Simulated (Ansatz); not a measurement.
# Calculations on Si$_{2}$W

## 1. Relaxation

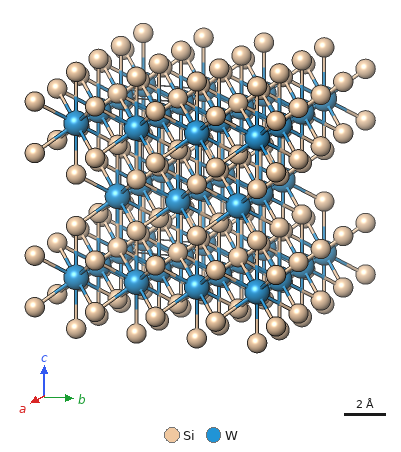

This is the input geometry for a relaxation of crystalline Si₂W (set up in I4/mmm). Style: ball-and-stick. Shown: the conventional cell (2 times the calculation's cell), repeated 3 × 3 × 1 with one cell outlined, slightly off an axis. Lengths and directions refer to the drawn axes.

Computed with Ansatz, DFT PBE, scalar-relativistic, plane waves, PAW.

Input file:
```yaml
crystal:
  lattice:
    - [-1.606, 1.606, 3.94]
    - [1.606, -1.606, 3.94]
    - [1.606, 1.606, -3.94]
  atoms:
    - { symbol: Si, position: [0.333, 0.333, 0.0] }
    - { symbol: Si, position: [0.667, 0.667, 0.0] }
    - { symbol: W, position: [0.0, 0.0, 0.0] }
basis:
  ecutwfc: 420
kpoints:
  mp_grid: { grid: [18, 18, 18] }
hamiltonian:
  xc: pbe
scf:
  occupations: { method: gaussian, width: 0.1 }
output:
  forces: true
  stress: true
  eigenvalues: true
  write_density: true
  write_potential: true
  elf: true
  volumetric_format: npy
relax:
  adjacent_minimum: "off"
  f_tol: 0.005
  max_steps: 80
  cell: { stress_tol: 0.05 }
```

Launched with:
```bash
ansatz run input.yaml --threads 1 --pin off --max-ram 2560MiB --backend cpu --events-out ev --progress --plain --runs-dir out
```

> Where does the relaxation end?

After 4 accepted moves (5 points after the start) the energy has fallen by 2.1 meV per atom. Largest force component: 0.22 eV/Å at the start, 0.0014 eV/Å at the end. The pressure goes from 1.67 to 0.03 GPa. At 1 point the geometry stayed and the basis and grid were re-selected for the new cell (energy shift of less than 0.05 meV per atom at most each time). The largest moves relative to the cell, 0.012 Å, are those of Si1 and Si2. Si1 goes along +c. W stays in place. Cell: a = b 3.212 → 3.229 Å (+0.5 %), c 7.880 → 7.867 Å (−0.2 %). Volume +0.9 %. Near-neighbour distances that change, for instance: W3–W3 3.212 → 3.229 Å. The space group stays I4/mmm (No. 139).

## 2. Relaxation

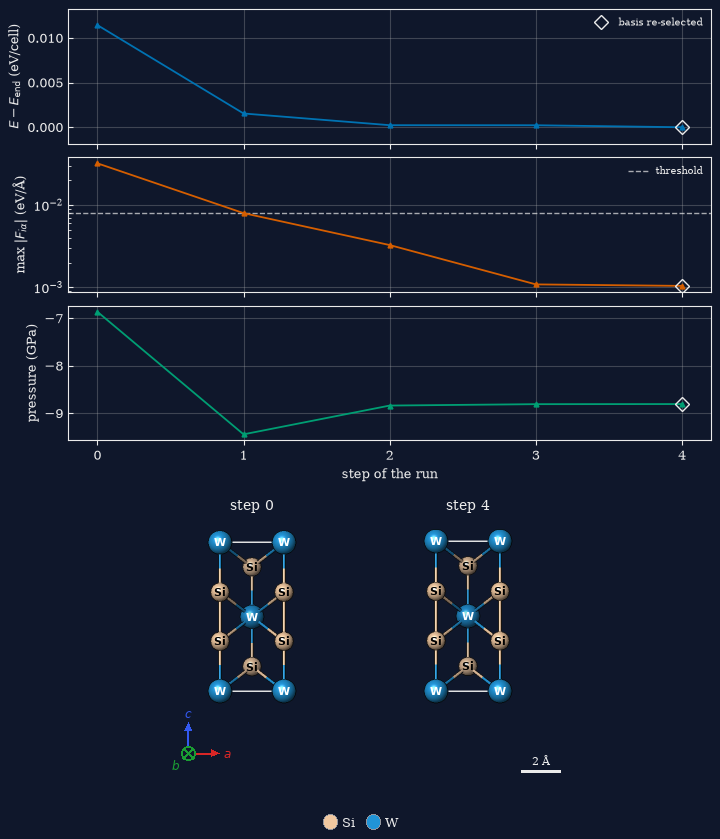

First and last geometry of a relaxation of crystalline Si₂W (set up in I4/mmm), with the history of the run. A ball-and-stick model of the cell of the calculation, seen along the b axis.

Case: biaxial strain in the a-b plane of +3.0 %; c and atoms relaxed.

These are results of DFT PBE, scalar-relativistic, plane waves, PAW in Ansatz, not measurements. Settings: plane-wave cutoff 420 eV; k-point mesh 12 × 12 × 6; occupations gaussian; smearing width 0.1 eV; no spin polarisation; cell relaxed at fixed a, b, gamma; force threshold 0.008 eV/Å; at most 40 steps.

Did the run converge, and what did it change?

Answer. It converged. Over 3 accepted moves (4 points after the start) the energy falls by 11.5 meV per cell of the calculation. The largest force component goes from 0.032 to 0.001 eV/Å. The pressure goes from −6.86 to −8.80 GPa. The SCF was repeated once at an unchanged geometry on a basis and grid sized afresh for the cell, which shifted the energy by 0.2 meV per cell of the calculation at most. The atoms keep their places relative to the cell (all moves are under 0.005 Å). The drawn cell changes as follows: a = b unchanged at 3.326 Å, c 7.725 → 7.795 Å (+0.9 %); the volume changes by +0.9 %. Some distances before and after: Si–W 2.587 → 2.613 Å, Si–Si 2.551 → 2.569 Å, Si–W 2.675 → 2.680 Å. The space group stays I4/mmm (No. 139).

## 3. A change

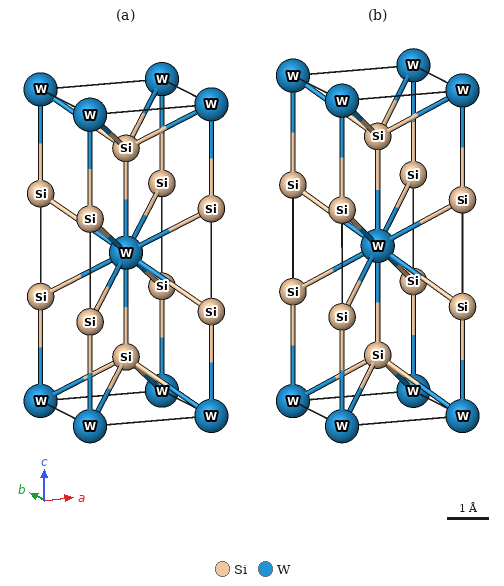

Left: crystalline Si$_{2}$W (set up in I4/mmm). Right: the same structure after one change, at the same scale. The picture is a ball-and-stick view of the cell of the calculation, seen slightly off an axis.

Computed with DFT r2SCAN, scalar-relativistic, plane waves, PAW (Ansatz 0.2.0). (plane-wave cutoff 500 eV; k-point mesh 12 × 12 × 6; occupations gaussian; smearing width 0.1 eV; no spin polarisation)

> What was changed?

Uniaxial strain along c, +4.5 %, is applied. The a and b axes and the atoms are relaxed.

> And its effect?

It costs 40.1 meV per atom. The pressure goes from 0.0 to −6.7 GPa. The principal stresses (compression positive) are −20.1 GPa along c and none across it. The volume changes by +2.9 %, with a = b 3.211 → 3.187 Å (−0.7 %), c 7.805 → 8.156 Å (+4.5 %). The largest moves relative to the cell, 0.009 Å, are those of Si atoms. W stays in place. Among the bonded contacts that change: Si–W 2.612 → 2.621 to 2.740 Å. The space group stays I4/mmm (No. 139).

## 4. Series

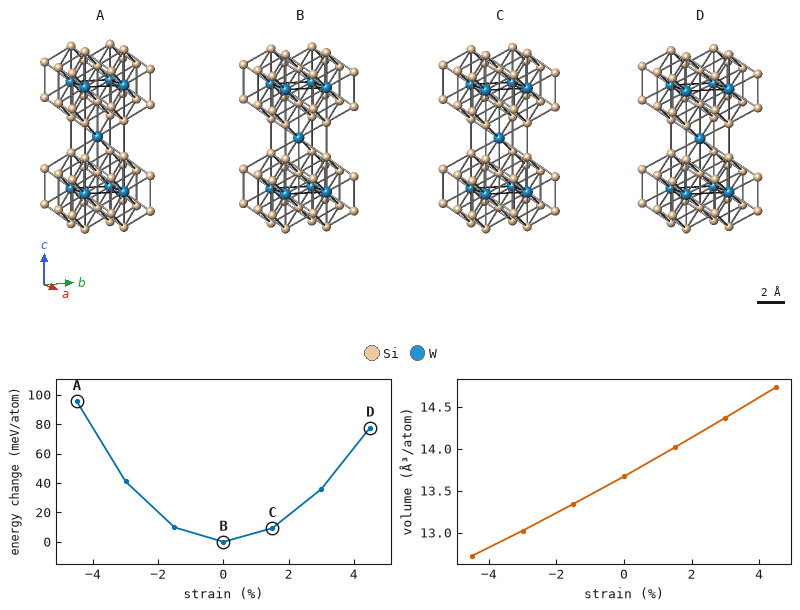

Members of a series of calculations on a crystal of Si2W (set up in I4/mmm), marked on the first curve. The picture is a ball-and-stick view of the cell of the calculation, seen slightly off an axis.

The calculation used DFT PBE, scalar-relativistic, plane waves, PAW in Ansatz. (plane-wave cutoff 420 eV; k-point mesh 12 × 12 × 6; occupations gaussian; smearing width 0.1 eV; no spin polarisation)

### Describe the series.

Biaxial strain in the a–b plane, c and atoms relaxed. A (strain −4.5 %): energy change 95.6 meV/atom, volume 12.72 Å³ per atom. B (strain 0.0 %): energy change 0.0 meV/atom, volume 13.67 Å³ per atom. C (strain 1.5 %): energy change 9.3 meV/atom, volume 14.02 Å³ per atom. D (strain 4.5 %): energy change 77.6 meV/atom, volume 14.73 Å³ per atom. The rest compares A with D. The drawn cell changes as follows: a = b 3.084 → 3.374 Å (+9.4 %), c 8.028 → 7.764 Å (−3.3 %); the volume changes by +15.8 %. Near-neighbour distances before and after: Si–Si 2.558 → 2.730 Å, Si–W 2.559 → 2.706 Å, Si–Si 2.677 → 2.555 Å.
